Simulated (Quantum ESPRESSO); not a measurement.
## Run report: SnSe2, band-structure run (part 1 of 2)

- system: SnSe2 (P-3m1, 3 atoms in the cell)
- method: Kohn-Sham DFT of a periodic cell, PBE, spin-orbit coupling, PseudoDojo 0.4 FR PBE standard, no spin polarisation (Quantum ESPRESSO 7.5)

The structure derives from an entry of the Crystallography Open Database.

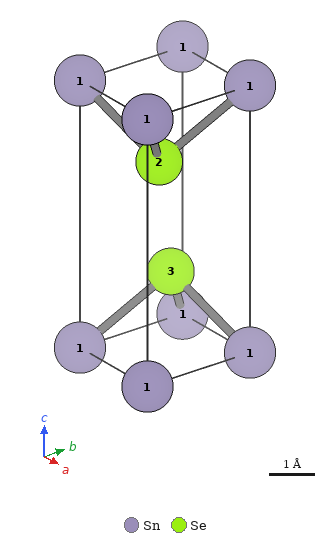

Fig. 1: The structure (ball-and-stick view of the cell of the calculation, seen slightly off an axis; atoms are numbered from 1 in the order of the input). Near neighbours in the crystal (not all of them lie inside the picture): Sn has 6 Se at 2.68 Å; Se has 3 Sn at 2.68 Å.

Input file:
```
&CONTROL
  calculation = 'scf'
  prefix = 'pwscf'
  outdir = './tmp'
  pseudo_dir = './pseudo'
  tprnfor = .true.
  tstress = .true.
  disk_io = 'low'
/
&SYSTEM
  ibrav = 0
  celldm(1) = 8
  nat = 3
  ntyp = 2
  ecutwfc = 86
  nbnd = 64
  occupations = 'smearing'
  smearing = 'fd'
  degauss = 0.00367493
  noncolin = .true.
  lspinorb = .true.
/
&ELECTRONS
  conv_thr = 6d-10
  electron_maxstep = 120
  mixing_beta = 0.5
/
ATOMIC_SPECIES
Sn   118.7100 Sn.upf
Se    78.9710 Se.upf
CELL_PARAMETERS alat
  0.9002182826186   0.0000000000000   0.0000000000000
 -0.4501091413093   0.7796119016936   0.0000000000000
  0.0000000000000   0.0000000000000   1.4494199375880
ATOMIC_POSITIONS crystal
Sn     0.0000000000    0.0000000000    0.0000000000
Se     0.6666666667    0.3333333333    0.7510000000
Se     0.3333333333    0.6666666667    0.2490000000
K_POINTS automatic
7 7 4 0 0 0
```

File bands.in:
```
&CONTROL
  calculation = 'bands'
  prefix = 'pwscf'
  outdir = './tmp'
  pseudo_dir = './pseudo'
  disk_io = 'low'
  verbosity = 'high'
/
&SYSTEM
  ibrav = 0
  celldm(1) = 8
  nat = 3
  ntyp = 2
  ecutwfc = 86
  nbnd = 64
  occupations = 'smearing'
  smearing = 'fd'
  degauss = 0.00367493
  noncolin = .true.
  lspinorb = .true.
/
&ELECTRONS
  conv_thr = 1d-08
  electron_maxstep = 120
  mixing_beta = 0.5
  diago_full_acc = .true.
  startingwfc = 'random'
/
ATOMIC_SPECIES
Sn   118.7100 Sn.upf
Se    78.9710 Se.upf
CELL_PARAMETERS alat
  0.9002182826186   0.0000000000000   0.0000000000000
 -0.4501091413093   0.7796119016936   0.0000000000000
  0.0000000000000   0.0000000000000   1.4494199375880
ATOMIC_POSITIONS crystal
Sn     0.0000000000    0.0000000000    0.0000000000
Se     0.6666666667    0.3333333333    0.7510000000
Se     0.3333333333    0.6666666667    0.2490000000
K_POINTS crystal
60
 0.0000000000  0.0000000000  0.0000000000 1
 0.0714285714  0.0000000000  0.0000000000 1
 0.1428571429  0.0000000000  0.0000000000 1
 0.2142857143  0.0000000000  0.0000000000 1
 0.2857142857  0.0000000000  0.0000000000 1
 0.3571428571  0.0000000000  0.0000000000 1
 0.4285714286  0.0000000000  0.0000000000 1
 0.5000000000  0.0000000000  0.0000000000 1
 0.4583333333  0.0833333333  0.0000000000 1
 0.4166666667  0.1666666667  0.0000000000 1
 0.3750000000  0.2500000000  0.0000000000 1
 0.3333333333  0.3333333333  0.0000000000 1
 0.2962962963  0.2962962963  0.0000000000 1
 0.2592592593  0.2592592593  0.0000000000 1
 0.2222222222  0.2222222222  0.0000000000 1
 0.1851851852  0.1851851852  0.0000000000 1
 0.1481481481  0.1481481481  0.0000000000 1
 0.1111111111  0.1111111111  0.0000000000 1
 0.0740740741  0.0740740741  0.0000000000 1
 0.0370370370  0.0370370370  0.0000000000 1
 0.0000000000  0.0000000000  0.0000000000 1
 0.0000000000  0.0000000000  0.1250000000 1
 0.0000000000  0.0000000000  0.2500000000 1
 0.0000000000  0.0000000000  0.3750000000 1
 0.0000000000  0.0000000000  0.5000000000 1
 0.0625000000  0.0000000000  0.5000000000 1
 0.1250000000  0.0000000000  0.5000000000 1
 0.1875000000  0.0000000000  0.5000000000 1
 0.2500000000  0.0000000000  0.5000000000 1
 0.3125000000  0.0000000000  0.5000000000 1
 0.3750000000  0.0000000000  0.5000000000 1
 0.4375000000  0.0000000000  0.5000000000 1
 0.5000000000  0.0000000000  0.5000000000 1
 0.4666666667  0.0666666667  0.5000000000 1
 0.4333333333  0.1333333333  0.5000000000 1
 0.4000000000  0.2000000000  0.5000000000 1
 0.3666666667  0.2666666667  0.5000000000 1
 0.3333333333  0.3333333333  0.5000000000 1
 0.3030303030  0.3030303030  0.5000000000 1
 0.2727272727  0.2727272727  0.5000000000 1
 0.2424242424  0.2424242424  0.5000000000 1
 0.2121212121  0.2121212121  0.5000000000 1
 0.1818181818  0.1818181818  0.5000000000 1
 0.1515151515  0.1515151515  0.5000000000 1
 0.1212121212  0.1212121212  0.5000000000 1
 0.0909090909  0.0909090909  0.5000000000 1
 0.0606060606  0.0606060606  0.5000000000 1
 0.0303030303  0.0303030303  0.5000000000 1
 0.0000000000  0.0000000000  0.5000000000 1
 0.5000000000  0.0000000000  0.5000000000 1
 0.5000000000  0.0000000000  0.3750000000 1
 0.5000000000  0.0000000000  0.2500000000 1
 0.5000000000  0.0000000000  0.1250000000 1
 0.5000000000  0.0000000000  0.0000000000 1
 0.3333333333  0.3333333333  0.0000000000 1
 0.3333333333  0.3333333333  0.1000000000 1
 0.3333333333  0.3333333333  0.2000000000 1
 0.3333333333  0.3333333333  0.3000000000 1
 0.3333333333  0.3333333333  0.4000000000 1
 0.3333333333  0.3333333333  0.5000000000 1
```

Hardware: 1 thread of Arm Neoverse V2, 24 GiB of memory available, shared host.

Launch command:
```bash
OMP_NUM_THREADS=1 pw.x -in pw.in > pw.out
OMP_NUM_THREADS=1 pw.x -in bands.in > bands.out
```

The program's output:
```
This program is part of the open-source Quantum ESPRESSO suite
     for quantum simulation of materials; please cite
         "P. Giannozzi et al., J. Phys.:Condens. Matter 21 395502 (2009);
         "P. Giannozzi et al., J. Phys.:Condens. Matter 29 465901 (2017);
         "P. Giannozzi et al., J. Chem. Phys. 152 154105 (2020);
          URL
     in publications or presentations arising from this work. More details at

     Message from routine setup:
     using ibrav=0 with symmetry is DISCOURAGED, use correct ibrav instead

     G-vector sticks info
     --------------------
     sticks:   dense  smooth     PW     G-vecs:    dense   smooth      PW
     Sum        1237    1237    349                56157    56157    8461

     Using Slab Decomposition

     bravais-lattice index     =            0
     lattice parameter (alat)  =       8.0000  a.u.
     unit-cell volume          =     520.8234 (a.u.)^3
     number of atoms/cell      =            3
     number of atomic types    =            2
     number of electrons       =        46.00
     number of Kohn-Sham states=           64
     kinetic-energy cutoff     =      86.0000  Ry
     charge density cutoff     =     344.0000  Ry
     scf convergence threshold =      6.0E-10
     mixing beta               =       0.5000
     number of iterations used =            8  plain     mixing
     Exchange-correlation= PBE
                           (   1   4   3   4   0   0   0)
     Non magnetic calculation with spin-orbit

     celldm(1)=   8.000000  celldm(2)=   0.000000  celldm(3)=   0.000000
     celldm(4)=   0.000000  celldm(5)=   0.000000  celldm(6)=   0.000000

     crystal axes: (cart. coord. in units of alat)
               a(1) = (   0.900218   0.000000   0.000000 )
               a(2) = (  -0.450109   0.779612   0.000000 )
               a(3) = (   0.000000   0.000000   1.449420 )

     reciprocal axes: (cart. coord. in units 2 pi/alat)
               b(1) = (  1.110842  0.641345 -0.000000 )
               b(2) = (  0.000000  1.282689  0.000000 )
               b(3) = (  0.000000 -0.000000  0.689931 )

     PseudoPot. # 1 for Sn read from file:
     Sn.upf
     Pseudo is Norm-conserving + core correction, Zval = 14.0
     Generated using ONCVPSP code by D. R. Hamann
     Using radial grid of 1668 points, 10 beta functions with:
                l(1) =   0
                l(2) =   0
                l(3) =   1
                l(4) =   1
                l(5) =   1
                l(6) =   1
                l(7) =   2
                l(8) =   2
                l(9) =   2
               l(10) =   2

     PseudoPot. # 2 for Se read from file:
     Se.upf
     Pseudo is Norm-conserving + core correction, Zval = 16.0
     Generated using ONCVPSP code by D. R. Hamann
     Using radial grid of 1214 points, 10 beta functions with:
                l(1) =   0
                l(2) =   0
                l(3) =   1
                l(4) =   1
                l(5) =   1
                l(6) =   1
                l(7) =   2
                l(8) =   2
                l(9) =   2
               l(10) =   2

     atomic species   valence    mass     pseudopotential
     Sn               14.00   118.71000     Sn( 1.00)
     Se               16.00    78.97100     Se( 1.00)

     12 Sym. Ops., with inversion, found

   Cartesian axes

     site n.     atom                  positions (alat units)
         1        Sn     tau(   1) = (   0.0000000   0.0000000   0.0000000  )
         2        Se     tau(   2) = (   0.4501091   0.2598706   1.0885144  )
         3        Se     tau(   3) = (  -0.0000000   0.5197413   0.3609056  )

     number of k points=    28  Fermi-Dirac smearing, width (Ry)=  0.0037
                       cart. coord. in units 2pi/alat
        k(    1) = (   0.0000000   0.0000000   0.0000000), wk =   0.0051020
        k(    2) = (   0.0000000   0.0000000   0.1724828), wk =   0.0102041
        k(    3) = (   0.0000000   0.0000000  -0.3449656), wk =   0.0051020
        k(    4) = (   0.0000000   0.1832414   0.0000000), wk =   0.0306122
        k(    5) = (   0.0000000   0.1832414   0.1724828), wk =   0.0306122
        k(    6) = (   0.0000000   0.1832414  -0.3449656), wk =   0.0306122
        k(    7) = (   0.0000000   0.3664827   0.0000000), wk =   0.0306122
        k(    8) = (   0.0000000   0.3664827   0.1724828), wk =   0.0306122
        k(    9) = (   0.0000000   0.3664827  -0.3449656), wk =   0.0306122
        k(   10) = (   0.0000000   0.5497241   0.0000000), wk =   0.0306122
        k(   11) = (   0.0000000   0.5497241   0.1724828), wk =   0.0306122
        k(   12) = (   0.0000000   0.5497241  -0.3449656), wk =   0.0306122
        k(   13) = (   0.1586917   0.2748620   0.0000000), wk =   0.0306122
        k(   14) = (   0.1586917   0.2748620   0.1724828), wk =   0.0612245
        k(   15) = (   0.1586917   0.2748620  -0.3449656), wk =   0.0306122
        k(   16) = (   0.1586917   0.4581034   0.0000000), wk =   0.0612245
        k(   17) = (   0.1586917   0.4581034   0.1724828), wk =   0.0612245
        k(   18) = (   0.1586917   0.4581034  -0.3449656), wk =   0.0612245
        k(   19) = (   0.1586917   0.6413447   0.0000000), wk =   0.0306122
        k(   20) = (   0.1586917   0.6413447   0.1724828), wk =   0.0612245
        k(   21) = (   0.1586917   0.6413447  -0.3449656), wk =   0.0306122
        k(   22) = (   0.3173833   0.5497241   0.0000000), wk =   0.0306122
        k(   23) = (   0.3173833   0.5497241   0.1724828), wk =   0.0612245
        k(   24) = (   0.3173833   0.5497241  -0.3449656), wk =   0.0306122
        k(   25) = (   0.0000000   0.1832414  -0.1724828), wk =   0.0306122
        k(   26) = (   0.0000000   0.3664827  -0.1724828), wk =   0.0306122
        k(   27) = (   0.0000000   0.5497241  -0.1724828), wk =   0.0306122
        k(   28) = (  -0.1586917   0.4581034  -0.1724828), wk =   0.0612245

     Dense  grid:    56157 G-vectors     FFT dimensions: (  45,  45,  72)

     Initial potential from superposition of free atoms

     starting charge      45.9983, renormalised to      46.0000
     Starting wfcs are   54 randomized atomic wfcs +   10 random wfcs

     Self-consistent Calculation

     iteration #  1     ecut=    86.00 Ry     beta= 0.50
     Davidson diagonalization with overlap
     ethr =  1.00E-02,  avg # of iterations =  6.4

     Threshold (ethr) on eigenvalues was too large:
     Diagonalizing with lowered threshold

     Davidson diagonalization with overlap
     ethr =  1.64E-04,  avg # of iterations =  5.7

     total energy              =    -642.44368373 Ry
     estimated scf accuracy    <       0.07441015 Ry

     iteration #  2     ecut=    86.00 Ry     beta= 0.50
     Davidson diagonalization with overlap
     ethr =  1.62E-04,  avg # of iterations =  2.6

     total energy              =    -642.45592972 Ry
     estimated scf accuracy    <       0.01531962 Ry

     iteration #  3     ecut=    86.00 Ry     beta= 0.50
     Davidson diagonalization with overlap
     ethr =  3.33E-05,  avg # of iterations =  3.0

     total energy              =    -642.45906163 Ry
     estimated scf accuracy    <       0.00304400 Ry

     iteration #  4     ecut=    86.00 Ry     beta= 0.50
     Davidson diagonalization with overlap
     ethr =  6.62E-06,  avg # of iterations =  5.2

     total energy              =    -642.45946885 Ry
     estimated scf accuracy    <       0.00025382 Ry

     iteration #  5     ecut=    86.00 Ry     beta= 0.50
     Davidson diagonalization with overlap
     ethr =  5.52E-07,  avg # of iterations =  3.7

     total energy              =    -642.45948875 Ry
     estimated scf accuracy    <       0.00000697 Ry

     iteration #  6     ecut=    86.00 Ry     beta= 0.50
     Davidson diagonalization with overlap
     ethr =  1.52E-08,  avg # of iterations =  2.2

     total energy              =    -642.45949028 Ry
     estimated scf accuracy    <       0.00000068 Ry

     iteration #  7     ecut=    86.00 Ry     beta= 0.50
     Davidson diagonalization with overlap
     ethr =  1.49E-09,  avg # of iterations =  2.0

     total energy              =    -642.45949042 Ry
     estimated scf accuracy    <       0.00000002 Ry

     iteration #  8     ecut=    86.00 Ry     beta= 0.50
     Davidson diagonalization with overlap
     ethr =  5.39E-11,  avg # of iterations =  3.1

     total energy              =    -642.45949043 Ry
     estimated scf accuracy    <          3.4E-09 Ry

     iteration #  9     ecut=    86.00 Ry     beta= 0.50
     Davidson diagonalization with overlap
     ethr =  7.44E-12,  avg # of iterations =  2.2

     End of self-consistent calculation

          k = 0.0000 0.0000 0.0000 (  7055 PWs)   bands (ev):

   -38.7982 -38.7982 -38.7981 -38.7981 -38.7476 -38.7476 -38.7471 -38.7471
   -37.9147 -37.9147 -37.9147 -37.9147 -37.8715 -37.8715 -37.8709 -37.8709
   -37.8498 -37.8498 -37.8494 -37.8494 -13.2899 -13.2899 -13.2684 -13.2684
   -12.2690 -12.2690 -12.2376 -12.2376 -12.2277 -12.2277  -5.4208  -5.4208
    -3.6433  -3.6433   2.5283   2.5283   7.6504   7.6504   8.0448   8.0448
     8.0645   8.0645   8.3175   8.3175   8.6509   8.6509   9.6710   9.6710
    11.5037  11.5037  13.0200  13.0200  13.4366  13.4366  16.7271  16.7271
    17.5326  17.5326  17.5441  17.5441  18.2138  18.2139  18.7741  18.7742

          k = 0.0000 0.0000 0.1725 (  7042 PWs)   bands (ev):

   -38.7982 -38.7982 -38.7981 -38.7981 -38.7475 -38.7475 -38.7472 -38.7472
   -37.9147 -37.9147 -37.9147 -37.9147 -37.8714 -37.8714 -37.8710 -37.8710
   -37.8497 -37.8497 -37.8495 -37.8495 -13.2899 -13.2899 -13.2684 -13.2684
   -12.2690 -12.2690 -12.2376 -12.2376 -12.2276 -12.2276  -5.3434  -5.3434
    -3.8061  -3.8061   2.9345   2.9345   7.3102   7.3102   7.7772   7.7772
     8.0089   8.0089   8.1268   8.1268   8.4035   8.4035  10.5280  10.5280
    11.5050  11.5050  12.8887  12.8887  13.2917  13.2917  16.9962  16.9962
    17.2125  17.2125  17.2314  17.2314  17.4599  17.4600  19.2329  20.0341

          k = 0.0000 0.0000-0.3450 (  7054 PWs)   bands (ev):

   -38.7982 -38.7982 -38.7981 -38.7981 -38.7474 -38.7474 -38.7473 -38.7473
   -37.9147 -37.9147 -37.9147 -37.9147 -37.8713 -37.8713 -37.8711 -37.8711
   -37.8497 -37.8497 -37.8495 -37.8495 -13.2899 -13.2899 -13.2683 -13.2683
   -12.2689 -12.2689 -12.2376 -12.2376 -12.2276 -12.2276  -5.2505  -5.2505
    -3.9794  -3.9794   3.4510   3.4510   6.5094   6.5094   7.6569   7.6569
     7.9713   7.9713   8.1965   8.1965   8.4724   8.4724  11.0301  11.0301
    11.4654  11.4654  12.7645  12.7645  13.1556  13.1556  16.7525  16.7525
    16.9731  16.9731  16.9947  16.9947  17.6207  17.6207  19.4185  19.4186

          k = 0.0000 0.1832 0.0000 (  7011 PWs)   bands (ev):

   -38.7982 -38.7982 -38.7981 -38.7981 -38.7475 -38.7475 -38.7472 -38.7472
   -37.9146 -37.9146 -37.9146 -37.9146 -37.8714 -37.8714 -37.8710 -37.8710
   -37.8497 -37.8497 -37.8494 -37.8494 -13.2888 -13.2888 -13.2695 -13.2695
   -12.2679 -12.2679 -12.2418 -12.2418 -12.2251 -12.2251  -5.2174  -5.2174
    -3.5134  -3.5134   2.5529   2.5529   6.1872   6.1872   7.0938   7.0938
     7.3605   7.3605   8.3965   8.3965   8.6566   8.6566  10.8177  10.8177
    12.2053  12.2053  13.1507  13.1507  13.6495  13.6495  16.0861  16.0861
    17.0011  17.0011  17.7632  17.7632  17.9991  17.9991  18.3509  18.3509

          k = 0.0000 0.1832 0.1725 (  7032 PWs)   bands (ev):

   -38.7982 -38.7982 -38.7981 -38.7981 -38.7475 -38.7475 -38.7472 -38.7472
   -37.9146 -37.9146 -37.9146 -37.9146 -37.8714 -37.8714 -37.8710 -37.8710
   -37.8497 -37.8497 -37.8494 -37.8494 -13.2888 -13.2888 -13.2695 -13.2695
   -12.2679 -12.2679 -12.2418 -12.2418 -12.2251 -12.2251  -5.1413  -5.1413
    -3.6663  -3.6663   2.8419   2.8419   6.3883   6.3883   7.1112   7.1112
     7.3107   7.3107   7.8807   7.8807   8.3210   8.3210  10.7609  10.7609
    12.5000  12.5000  13.4414  13.4414  13.7834  13.7834  15.9811  15.9811
    16.7665  16.7665  17.4011  17.4011  18.1006  18.1006  19.0250  19.0250

          k = 0.0000 0.1832-0.3450 (  7030 PWs)   bands (ev):

   -38.7981 -38.7981 -38.7981 -38.7981 -38.7474 -38.7474 -38.7473 -38.7473
   -37.9146 -37.9146 -37.9146 -37.9146 -37.8713 -37.8713 -37.8711 -37.8711
   -37.8496 -37.8496 -37.8495 -37.8495 -13.2888 -13.2888 -13.2695 -13.2695
   -12.2679 -12.2679 -12.2418 -12.2418 -12.2251 -12.2251  -5.0501  -5.0501
    -3.8307  -3.8307   3.2136   3.2136   6.3557   6.3557   6.8916   6.8916
     7.2688   7.2688   7.5867   7.5867   8.3305   8.3305  10.9065  10.9065
    12.4858  12.4858  13.4931  13.4931  13.8296  13.8296  15.6147  15.6147
    16.8807  16.8807  17.4781  17.4781  18.0612  18.0612  19.4902  19.4902

          k = 0.0000 0.3665 0.0000 (  7006 PWs)   bands (ev):

   -38.7980 -38.7980 -38.7980 -38.7980 -38.7475 -38.7475 -38.7472 -38.7472
   -37.9145 -37.9145 -37.9145 -37.9145 -37.8714 -37.8714 -37.8711 -37.8711
   -37.8496 -37.8496 -37.8494 -37.8494 -13.2886 -13.2886 -13.2708 -13.2708
   -12.2731 -12.2731 -12.2448 -12.2448 -12.2171 -12.2171  -4.6502  -4.6502
    -3.2388  -3.2388   2.2506   2.2506   4.7205   4.7205   5.9336   5.9336
     6.4443   6.4443   8.1883   8.1883   8.4750   8.4750  10.3649  10.3649
    12.5701  12.5701  14.0514  14.0514  14.4923  14.4923  15.1195  15.1195
    17.0873  17.0873  18.2832  18.2832  18.6057  18.6057  19.4910  19.4912
```
